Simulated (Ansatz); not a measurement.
**Geometry relaxation, with input and output: Al$_{12}$H (part 1 of 2)**

System: Al$_{12}$H (slab, 13 atoms in the cell).
Method: DFT LDA, scalar-relativistic, plane waves, PAW, no spin polarisation (Ansatz 0.2.0).

The structure derives from an entry of the Crystallography Open Database. The input holds or restrains some coordinates. Forces given for the steps count only the free coordinates. Figures and captions count atoms from 1; the log counts them from 0 in places.

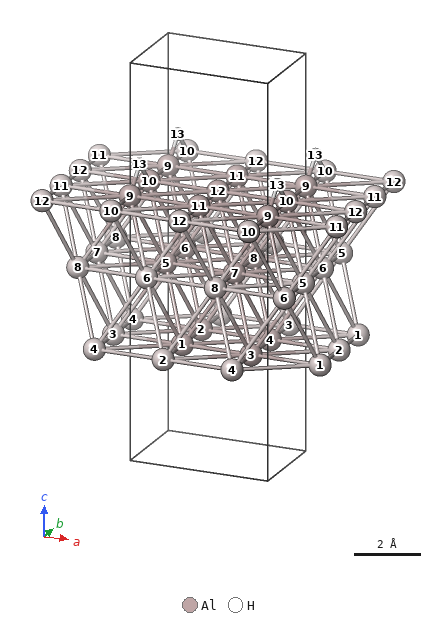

Figure 1. The starting structure (ball-and-stick view of the cell of the calculation, with the vacuum cut short, seen slightly off an axis; neighbours outside the cell are drawn fainter; atoms are numbered from 1 in the order of the input). An atom can appear more than once, as a periodic image.

Input:
```yaml
crystal:
  lattice:
    - [5.6336864728, 0.0, 0.0]
    - [-2.8168432364, 4.8789156024, 0.0]
    - [0.0, 0.0, 20.0321727773]
  atoms:
    - { symbol: Al, position: [0.3333333333, 0.1666666667, 0.1996787889] }
    - { symbol: Al, position: [0.3333333333, 0.6666666667, 0.1996787889] }
    - { symbol: Al, position: [0.8333333333, 0.1666666667, 0.1996787889] }
    - { symbol: Al, position: [0.8333333333, 0.6666666667, 0.1996787889] }
    - { symbol: Al, position: [0.1666666667, 0.3333333333, 0.312809709] }
    - { symbol: Al, position: [0.1666666667, 0.8333333333, 0.312809709] }
    - { symbol: Al, position: [0.6666666667, 0.3333333333, 0.312809709] }
    - { symbol: Al, position: [0.6666666667, 0.8333333333, 0.312809709] }
    - { symbol: Al, position: [0.0, 0.0, 0.4259234818] }
    - { symbol: Al, position: [0.0, 0.5, 0.4259234818] }
    - { symbol: Al, position: [0.5, 0.0, 0.4259234818] }
    - { symbol: Al, position: [0.5, 0.5, 0.4259234818] }
    - { symbol: H, position: [0.0, 0.25, 0.4631565656] }
basis:
  ecutwfc: 420
kpoints:
  mp_grid: { grid: [6, 6, 1] }
hamiltonian:
  xc: lda
scf:
  occupations: { method: gaussian, width: 0.1 }
output:
  forces: true
  eigenvalues: true
relax:
  adjacent_minimum: "off"
  f_tol: 0.025
  max_steps: 16
  constraints:
    - { sites: [0, 1, 2, 3, 4, 5, 6, 7, 8, 9, 10, 11] }
    - { sites: [12], fix: xy }
efield:
  axis: 3
  dipole_correction: true
  ramp_width: 0.04
```

Launch command:
```bash
ansatz run input.yaml --threads 1 --pin off --max-ram 3072MiB --backend cpu --events-out ev --progress --plain --runs-dir out
```

Output:
```
Engine: ansatz 0.2.0, x86_64-unknown-linux-gnu
Pseudopotentials: kind: paw
Pseudopotential: Al, paw, valence charge 3, recommended cutoff 420 eV (normal), Al.paw.azcp
Pseudopotential: H, paw, valence charge 1, recommended cutoff 420 eV (normal), H.paw.azcp
Functional definition: SPW92
  exchange = slater_x
  correlation = pw_c
Crystal: 13 atoms, lattice volume = 550.610 Å³
Basis set: ecut = 420 eV, 10795 PW (Γ)
Bands: 32, of which v1, the nominal top of the filled ones, is band 19 counted from 1 (18 counted from 0)
Symmetry: 2 space group operations
Space group: Cm (ITA 8), of the structure as read, at distance tolerance 8.2e-5 Å
k-points: 13 of 36 (time reversal used)
Non-local potential: Al, projectors of the file, l = 0: 2, l = 1: 2, l = 2: 1
Non-local potential: H, projectors of the file, l = 0: 2, l = 1: 1
PAW form: soft (Blöchl's): semilocal exchange-correlation on the pseudo side does not see the compensation charge
PAW frozen core: Al, regenerated for the run's functional, and the local potential with it (the file was generated under x = pbe(κ = 0.804, μ = 0.2195149727645171), c = pbe(β = 0.06672455060314922))
PAW one-centre angular grid: Al, 110 points (default); XC on 64 Gauss nodes
PAW one-centre angular grid: H, 110 points (default); XC on 64 Gauss nodes
Initial density: superposition of atomic densities (neutral atoms: chi_scale 0, normalization atom), corrected by the library's trained network
Initial wavefunctions: pseudopotential atomic-orbital guess
Functional: x = slater, c = lda
SCF iter   1: F=—  HF=-6166.302932 eV  |F-HF|=—  |Δ(HF+E_count)|=         —  Δρ=3.37e-3  dr2=4.82e-1  ethr=1.77e-3  p=0.010 e·Å  D=3.35e-3 V/Å  ΔV_dip=-0.07 eV  dr2_dipole=5.89e-2  V_vac-E_F(+/−)=4.18/4.25 eV  ⟨swp⟩=14.6  Hψ=3028  notcnv=0
efield: sawtooth ramp at fractional position 0.8114 (placed from the atoms, in the widest stretch of the axis that holds none; the zero of the levels goes with the place), width 0.0400; the density the first Hamiltonian is built on has a dipole p = 0.010 e·Å; the dipole correction subtracts the counter field D = 3.35e-3 V/Å, which shifts the + side's vacuum level by -0.07 eV against the − side's; the planar-averaged density in the ramp window peaks in size at 2.2e-5 e/Å³
preconditioner: auto → LDOS  [metal: Δε(μ)=0.100 eV  Ē_g=6.631 eV  σ=0.100 eV  W_gap=0.47  n_scr=52 (ndim 8)  ℏωp=9.6 eV  f_vac=0.519  D(μ)=5.21/eV (n_scr^D=14)  β→1.0]
SCF iter   2: F=—  HF=-6166.242056 eV  |F-HF|=—  |Δ(HF+E_count)|=   6.09e-2  Δρ=1.13e-3  dr2=1.18e-2  ethr=1.30e-3  p=0.017 e·Å  D=5.73e-3 V/Å  ΔV_dip=-0.11 eV  dr2_dipole=1.07e-5  V_vac-E_F(+/−)=3.91/4.03 eV  ⟨swp⟩=2.1  Hψ=604  notcnv=0  defer=63
SCF iter   3: F=—  HF=-6166.243267 eV  |F-HF|=—  |Δ(HF+E_count)|=   1.21e-3  Δρ=4.89e-4  dr2=8.23e-3  ethr=3.19e-5  p=0.012 e·Å  D=4.02e-3 V/Å  ΔV_dip=-0.08 eV  dr2_dipole=7.13e-4  V_vac-E_F(+/−)=3.93/4.01 eV  ⟨swp⟩=2.3  Hψ=675  notcnv=0  defer=66
SCF iter   4: F=—  HF=-6166.242198 eV  |F-HF|=—  |Δ(HF+E_count)|=   1.07e-3  Δρ=1.31e-4  dr2=4.00e-4  ethr=2.22e-5  p=0.013 e·Å  D=4.42e-3 V/Å  ΔV_dip=-0.09 eV  dr2_dipole=1.39e-5  V_vac-E_F(+/−)=3.91/4.00 eV  ⟨swp⟩=2.5  Hψ=602  notcnv=0  defer=65
SCF iter   5: F=—  HF=-6166.242174 eV  |F-HF|=—  |Δ(HF+E_count)|=   2.37e-5  Δρ=4.00e-5  dr2=1.99e-5  ethr=1.08e-6  p=0.013 e·Å  D=4.14e-3 V/Å  ΔV_dip=-0.08 eV  dr2_dipole=3.37e-6  V_vac-E_F(+/−)=3.91/3.99 eV  ⟨swp⟩=2.8  Hψ=690  notcnv=0  defer=65
SCF iter   6: F=-6166.242178 eV  HF=-6166.242179 eV  |F-HF|=2.63e-7  |Δ(HF+E_count)|=   4.30e-6  Δρ=1.09e-5  dr2=1.49e-6  ethr=4.22e-8  p=0.012 e·Å  D=4.03e-3 V/Å  ΔV_dip=-0.08 eV  dr2_dipole=2.02e-9  V_vac-E_F(+/−)=3.91/3.99 eV  ⟨swp⟩=19.2  Hψ=2672  notcnv=0
SCF 1 converged in 6 iterations: F = -6166.242178 eV  dr2 = 1.49e-6
  greatest PAW one-centre occupation: 0.482 electrons in one spin orbital (limit 2), on the Al atom at site 10 (counted from 0), in its partial waves of l = 0
relax step   1: F+E_penalty+E_count = -6166.24217834 eV  Δ(F+E_penalty+E_count) = +0.000e0 eV  max|allowed force component| = 1.586e0 eV/Å  Δτ_max = 0.0000 Å  (6 SCF iters, dr2 threshold 1.56e-5 eV, accepted)
Initial density: handed on by an earlier stage of this run
Initial wavefunctions: those handed on with the density
iter 1 solved again at ethr=1.61e-4 eV; its pass at ethr=3.10e-3 eV (dr2=5.95e-2 eV) is discarded
SCF iter   1: F=—  HF=-6166.477583 eV  |F-HF|=—  |Δ(HF+E_count)|=         —  Δρ=3.65e-3  dr2=5.71e-2  ethr=1.61e-4  p=0.012 e·Å  D=4.03e-3 V/Å  ΔV_dip=-0.08 eV  dr2_dipole=2.94e-5  V_vac-E_F(+/−)=3.94/4.02 eV  ⟨swp⟩=1.5  Hψ=1496  notcnv=0  defer=68
efield: sawtooth ramp at fractional position 0.8114 (handed on by an earlier solve), width 0.0400; the density the first Hamiltonian is built on has a dipole p = 0.012 e·Å; the dipole correction subtracts the counter field D = 4.03e-3 V/Å, which shifts the + side's vacuum level by -0.08 eV against the − side's; the planar-averaged density in the ramp window peaks in size at 2.8e-7 e/Å³
preconditioner: auto → LDOS  [metal: Δε(μ)=0.068 eV  Ē_g=6.552 eV  σ=0.100 eV  W_gap=0.37  n_scr=52 (ndim 8)  ℏωp=9.6 eV  f_vac=0.522  D(μ)=4.74/eV (n_scr^D=6)  β→1.0]
SCF iter   2: F=—  HF=-6166.462613 eV  |F-HF|=—  |Δ(HF+E_count)|=   1.50e-2  Δρ=8.20e-4  dr2=8.40e-3  ethr=1.54e-4  p=0.008 e·Å  D=2.79e-3 V/Å  ΔV_dip=-0.06 eV  dr2_dipole=3.32e-4  V_vac-E_F(+/−)=4.00/4.05 eV  ⟨swp⟩=2.0  Hψ=593  notcnv=0  defer=68
SCF iter   3: F=—  HF=-6166.460974 eV  |F-HF|=—  |Δ(HF+E_count)|=   1.64e-3  Δρ=2.83e-4  dr2=1.56e-3  ethr=2.27e-5  p=0.010 e·Å  D=3.41e-3 V/Å  ΔV_dip=-0.07 eV  dr2_dipole=4.08e-4  V_vac-E_F(+/−)=3.98/4.05 eV  ⟨swp⟩=2.0  Hψ=590  notcnv=0  defer=68
SCF iter   4: F=—  HF=-6166.460772 eV  |F-HF|=—  |Δ(HF+E_count)|=   2.02e-4  Δρ=1.09e-4  dr2=1.69e-4  ethr=4.22e-6  p=0.009 e·Å  D=2.83e-3 V/Å  ΔV_dip=-0.06 eV  dr2_dipole=3.76e-6  V_vac-E_F(+/−)=3.99/4.05 eV  ⟨swp⟩=2.2  Hψ=625  notcnv=0  defer=68
SCF iter   5: F=-6166.460727 eV  HF=-6166.460742 eV  |F-HF|=1.55e-5  |Δ(HF+E_count)|=   3.03e-5  Δρ=4.27e-5  dr2=2.43e-5  ethr=2.70e-7  p=0.008 e·Å  D=2.72e-3 V/Å  ΔV_dip=-0.05 eV  dr2_dipole=1.25e-6  V_vac-E_F(+/−)=4.00/4.05 eV  ⟨swp⟩=15.9  Hψ=2964  notcnv=0
SCF 2 converged in 5 iterations: F = -6166.460727 eV  dr2 = 2.43e-5
relax step   2: F+E_penalty+E_count = -6166.46072663 eV  Δ(F+E_penalty+E_count) = -2.185e-1 eV  max|allowed force component| = 8.707e-1 eV/Å  Δτ_max = 0.1766 Å  (5 SCF iters, dr2 threshold 1.00e-4 eV, accepted)
SCF iter   1: F=—  HF=-6166.565866 eV  |F-HF|=—  |Δ(HF+E_count)|=         —  Δρ=3.42e-3  dr2=5.74e-2  ethr=1.88e-3  p=0.008 e·Å  D=2.72e-3 V/Å  ΔV_dip=-0.05 eV  dr2_dipole=5.14e-7  V_vac-E_F(+/−)=4.01/4.06 eV  ⟨swp⟩=2.4  Hψ=977  notcnv=0  defer=68
efield: sawtooth ramp at fractional position 0.8114 (handed on by an earlier solve), width 0.0400; the density the first Hamiltonian is built on has a dipole p = 0.008 e·Å; the dipole correction subtracts the counter field D = 2.72e-3 V/Å, which shifts the + side's vacuum level by -0.05 eV against the − side's; the planar-averaged density in the ramp window peaks in size at 3.6e-7 e/Å³
preconditioner: auto → LDOS  [metal: Δε(μ)=0.071 eV  Ē_g=6.526 eV  σ=0.100 eV  W_gap=0.36  n_scr=52 (ndim 8)  ℏωp=9.6 eV  f_vac=0.520  D(μ)=3.63/eV (n_scr^D=6)  β→1.0]
SCF iter   2: F=—  HF=-6166.551581 eV  |F-HF|=—  |Δ(HF+E_count)|=   1.43e-2  Δρ=7.97e-4  dr2=1.09e-2  ethr=1.55e-4  p=-0.006 e·Å  D=-2.11e-3 V/Å  ΔV_dip=0.04 eV  dr2_dipole=5.88e-4  V_vac-E_F(+/−)=4.14/4.10 eV  ⟨swp⟩=2.2  Hψ=779  notcnv=0  defer=69
SCF iter   3: F=—  HF=-6166.549708 eV  |F-HF|=—  |Δ(HF+E_count)|=   1.87e-3  Δρ=2.76e-4  dr2=1.65e-3  ethr=2.95e-5  p=-0.002 e·Å  D=-6.93e-4 V/Å  ΔV_dip=0.01 eV  dr2_dipole=2.20e-5  V_vac-E_F(+/−)=4.10/4.09 eV  ⟨swp⟩=2.0  Hψ=589  notcnv=0  defer=69
SCF iter   4: F=—  HF=-6166.549389 eV  |F-HF|=—  |Δ(HF+E_count)|=   3.18e-4  Δρ=6.41e-5  dr2=9.46e-5  ethr=4.46e-6  p=-0.003 e·Å  D=-1.09e-3 V/Å  ΔV_dip=0.02 eV  dr2_dipole=1.03e-5  V_vac-E_F(+/−)=4.11/4.09 eV  ⟨swp⟩=2.3  Hψ=613  notcnv=0  defer=69
SCF iter   5: F=-6166.549383 eV  HF=-6166.549388 eV  |F-HF|=5.16e-6  |Δ(HF+E_count)|=   1.46e-6  Δρ=2.30e-5  dr2=9.25e-6  ethr=1.28e-7  p=-0.003 e·Å  D=-1.03e-3 V/Å  ΔV_dip=0.02 eV  dr2_dipole=8.16e-7  V_vac-E_F(+/−)=4.11/4.09 eV  ⟨swp⟩=18.8  Hψ=2957  notcnv=0
SCF 3 converged in 5 iterations: F = -6166.549383 eV  dr2 = 9.25e-6
relax step   3: F+E_penalty+E_count = -6166.54938272 eV  Δ(F+E_penalty+E_count) = -8.866e-2 eV  max|allowed force component| = 4.555e-2 eV/Å  Δτ_max = 0.1950 Å  (5 SCF iters, dr2 threshold 4.74e-5 eV, accepted)
SCF iter   1: F=—  HF=-6166.549679 eV  |F-HF|=—  |Δ(HF+E_count)|=         —  Δρ=2.15e-4  dr2=2.35e-4  ethr=7.05e-6  p=-0.003 e·Å  D=-1.03e-3 V/Å  ΔV_dip=0.02 eV  dr2_dipole=2.43e-7  V_vac-E_F(+/−)=4.11/4.09 eV  ⟨swp⟩=2.0  Hψ=865  notcnv=0  defer=2
efield: sawtooth ramp at fractional position 0.8114 (handed on by an earlier solve), width 0.0400; the density the first Hamiltonian is built on has a dipole p = -0.003 e·Å; the dipole correction subtracts the counter field D = -1.03e-3 V/Å, which shifts the + side's vacuum level by +0.02 eV against the − side's; the planar-averaged density in the ramp window peaks in size at 6.2e-7 e/Å³
preconditioner: auto → LDOS  [metal: Δε(μ)=0.071 eV  Ē_g=6.529 eV  σ=0.100 eV  W_gap=0.36  n_scr=52 (ndim 8)  ℏωp=9.6 eV  f_vac=0.519  D(μ)=3.62/eV (n_scr^D=6)  β→1.0]
SCF iter   2: F=—  HF=-6166.549621 eV  |F-HF|=—  |Δ(HF+E_count)|=   5.83e-5  Δρ=4.74e-5  dr2=3.86e-5  ethr=6.35e-7  p=-0.004 e·Å  D=-1.47e-3 V/Å  ΔV_dip=0.03 eV  dr2_dipole=2.53e-6  V_vac-E_F(+/−)=4.12/4.09 eV  ⟨swp⟩=2.1  Hψ=755  notcnv=0  defer=2
SCF iter   3: F=—  HF=-6166.549639 eV  |F-HF|=—  |Δ(HF+E_count)|=   1.80e-5  Δρ=1.98e-5  dr2=1.54e-5  ethr=1.04e-7  p=-0.004 e·Å  D=-1.34e-3 V/Å  ΔV_dip=0.03 eV  dr2_dipole=1.33e-6  V_vac-E_F(+/−)=4.12/4.09 eV  ⟨swp⟩=2.0  Hψ=580  notcnv=0  defer=2
SCF iter   4: F=—  HF=-6166.549637 eV  |F-HF|=—  |Δ(HF+E_count)|=   1.64e-6  Δρ=5.61e-6  dr2=2.81e-7  ethr=4.15e-8  p=-0.004 e·Å  D=-1.36e-3 V/Å  ΔV_dip=0.03 eV  dr2_dipole=2.02e-9  V_vac-E_F(+/−)=4.12/4.09 eV  ⟨swp⟩=2.5  Hψ=574  notcnv=0  defer=2
SCF iter   5: F=-6166.549637 eV  HF=-6166.549637 eV  |F-HF|=1.32e-8  |Δ(HF+E_count)|=   1.93e-8  Δρ=1.63e-6  dr2=3.62e-8  ethr=2.70e-10  p=-0.004 e·Å  D=-1.36e-3 V/Å  ΔV_dip=0.03 eV  dr2_dipole=1.96e-9  V_vac-E_F(+/−)=4.12/4.09 eV  ⟨swp⟩=12.8  Hψ=2301  notcnv=0
SCF 4 converged in 5 iterations: F = -6166.549637 eV  dr2 = 3.62e-8
relax step   4: F+E_penalty+E_count = -6166.54963698 eV  Δ(F+E_penalty+E_count) = -2.543e-4 eV  max|allowed force component| = 7.630e-3 eV/Å  Δτ_max = 0.0131 Å  (5 SCF iters, accepted)
```

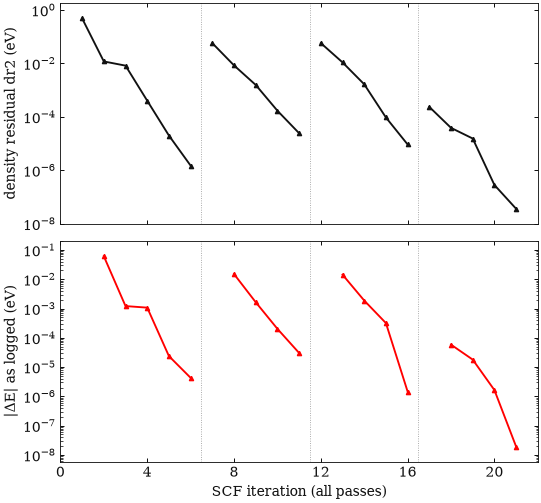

Figure 2. Convergence of the self-consistent field: density residual dr2 and size of the energy change against the SCF iteration. The dotted lines part the SCF passes of the relaxation: geometry steps, rejected trials and re-solves on a re-selected basis. The passes take 6, 5, 5 and 5 iterations.

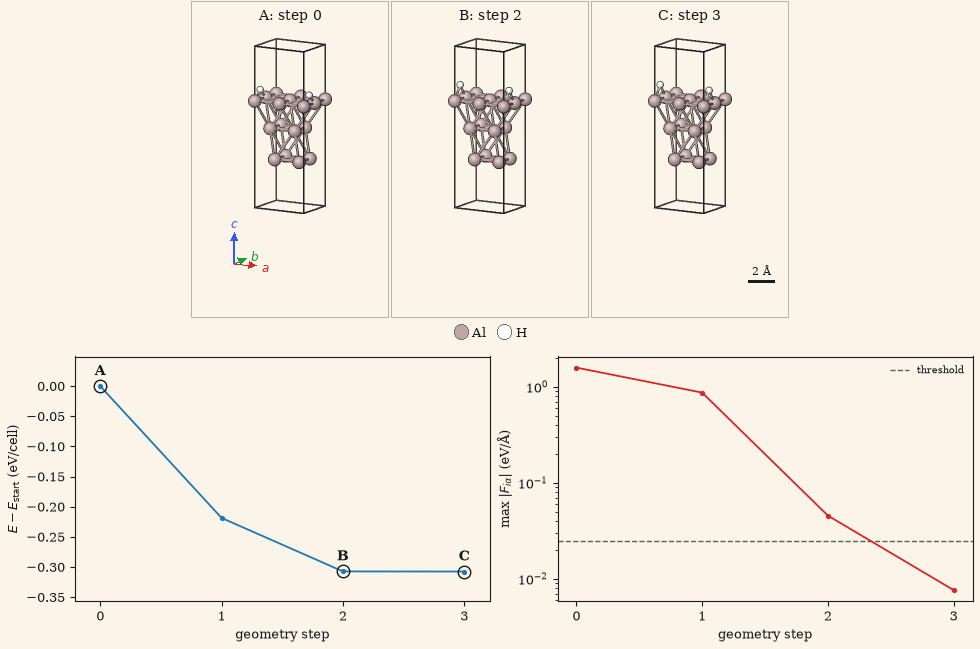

Figure 3. Frames of the restrained relaxation (ball-and-stick view of the cell of the calculation, with the vacuum cut short, seen slightly off an axis) above the curves, on which the letters mark them (the first geometry is step 0 here and step 1 in the log).
